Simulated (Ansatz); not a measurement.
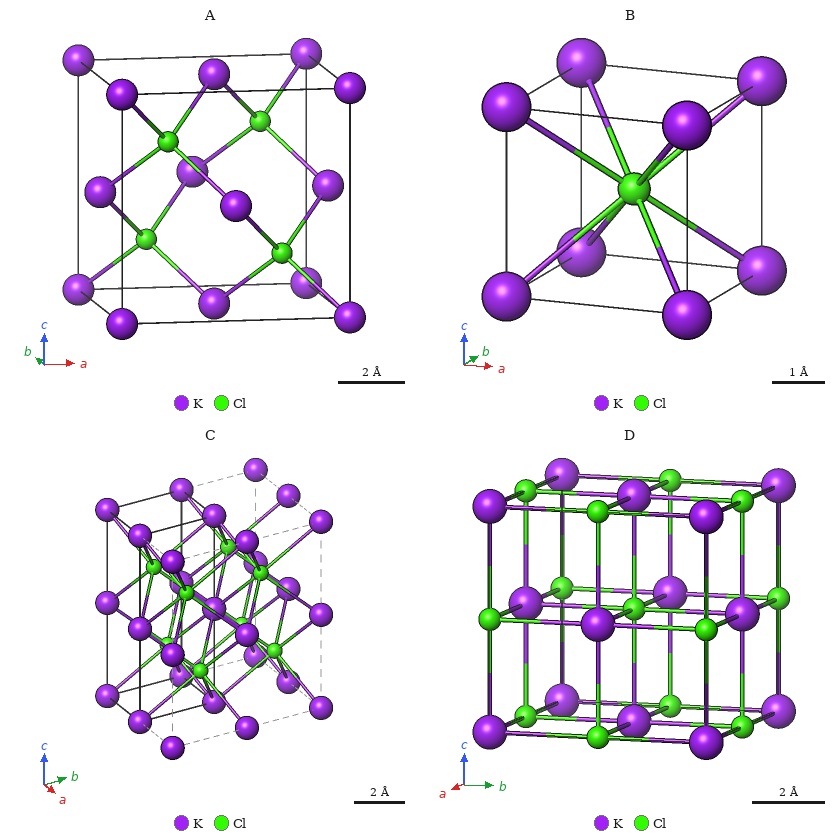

Four structures of KCl, each relaxed to rest (conventional cells in solid outline, small ones repeated, each panel with its own scale). Method: DFT, HSE06, plane waves, PAW (Ansatz 0.2.0), without spin polarisation.

Give the type and space group of each panel.

Answer. A: zinc blende (sphalerite type), F-43m; B: caesium chloride (CsCl, B2) type, Pm-3m; C: nickel arsenide (NiAs) type, P6_3/mmc; D: rock salt (NaCl type), Fm-3m.

Which of these is lowest in energy, and how far above it do the others lie?

Answer. D, then C (+29 meV/atom), B (+76 meV/atom) and A (+102 meV/atom), energies at zero smearing.

Collect the results in a table.

Answer.
| panel | structure | E − E(lowest) (meV/atom) | volume (Å³/atom) | gap (eV) |
| --- | --- | --- | --- | --- |
| D | Fm-3m | 0 | 31.9 | 6.41 |
| C | P6_3/mmc | 29 | 32.0 | 6.35 |
| B | Pm-3m | 76 | 27.1 | 6.31 |
| A | F-43m | 102 | 43.7 | 6.00 |

The same structures were relaxed again with PBE and dielectric-dependent PBE0 (fraction 1/eps_inf of PBE). Does the order change?

Answer. Yes. dielectric-dependent PBE0 (fraction 1/eps_inf of PBE) gives A, C, D, B, lowest first.

| panel | HSE06 (meV/atom) | PBE (meV/atom) | dielectric-dependent PBE0 (fraction 1/eps_inf of PBE) (meV/atom) |
| --- | --- | --- | --- |
| D | 0 | 0 | 287 |
| C | 29 | 41 | 62 |
| B | 76 | 78 | 557 |
| A | 102 | 95 | 0 |

Some of these may be structure types tried for this composition rather than known phases, and the most stable form need not be among them. Gaps are taken on the k-mesh or band path of each run.
